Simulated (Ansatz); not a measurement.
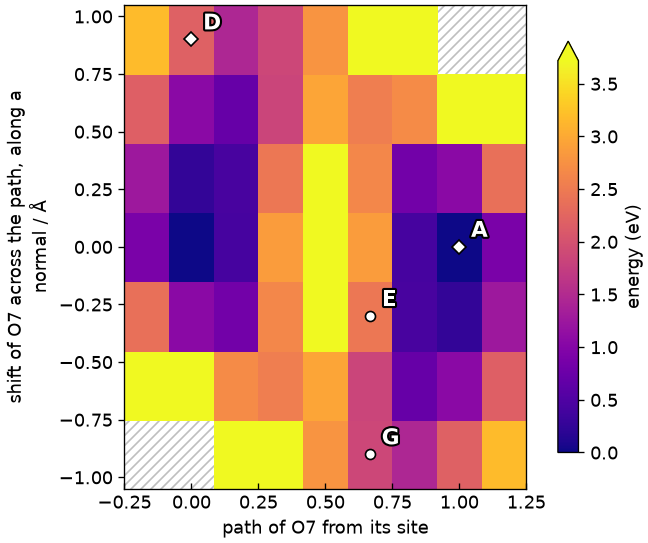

SnO₂ (R-3m phase) with one O vacancy (11 atoms in the cell, cell charge +2). An atom moved over a plane that holds its own site and a neighbouring vacancy (x along [1 0 0], y along [1 2 0], z along [0 0 1] of the conventional cell). Coordinates scanned: (1) path of O7 from its site (0) to the vacancy (1), 2.693 Å; (2) shift of O7 across the path, along a normal. Nothing is relaxed (all other atoms held at the sites of the perfect crystal). The scan uses a 9 × 7 grid; 30 points were computed and 29 follow by symmetry. At 4 points there is no value (left out of the scan, as a rule where atoms come close). Points are written as (first, second). Energies: eV per cell, counted from the lowest grid point. The band gap closes in part of the range. The cell is charged on a uniform background, without a charge correction. Computed with DFT PBEsol+D3(BJ), scalar-relativistic, plane waves, PAW in Ansatz 0.2.0. Settings: cutoff 420 eV, k-mesh 6×6×6, gaussian smearing 0.05 eV, no spin polarisation.

In the figure: one coloured cell a grid point, one colour for all values above the top of the scale, hatched blanks where no value was computed, lettered points.

### Is E the lowest point of the computed grid?

No. E lies 2.46 eV above the lowest grid point, which is at (0.000, 0.0 Å) [nearest 3 Sn at 2.10 Å].

### What kind of point is each of A, E: minimum, saddle, maximum or slope?

A: minimum; E: on a slope. (In these two coordinates alone; a stationary point may lie a little off the grid point.)
